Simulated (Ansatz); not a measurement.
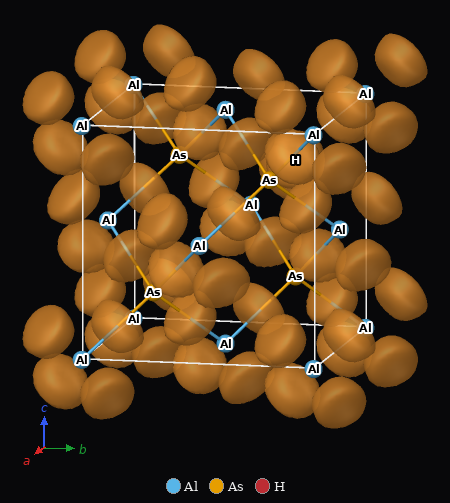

Figure 1: Al₄As₄H (distorted or defective cell). Isosurface of the electron localisation function at 0.75 (orange), seen slightly off an axis. Core shells and regions of very low density are left out. Sticks mark near contacts.

Spin-polarised.

Theory: DFT PBE, scalar-relativistic, plane waves, PAW in Ansatz.

Question: What do the ELF domains correspond to?

Answer: The ELF exceeds this value in 16 regions between bonded Al–As atoms and one region around a hydrogen nucleus, counted in one cell of 9 atoms. Any copies at cell faces, edges or corners count once. Along the contacts the grid gives the following. Al–H (2.44 Å): the ELF climbs to about 1 towards the hydrogen. Al–As (2.47 Å): the ELF peaks at about 0.90 between the atoms.
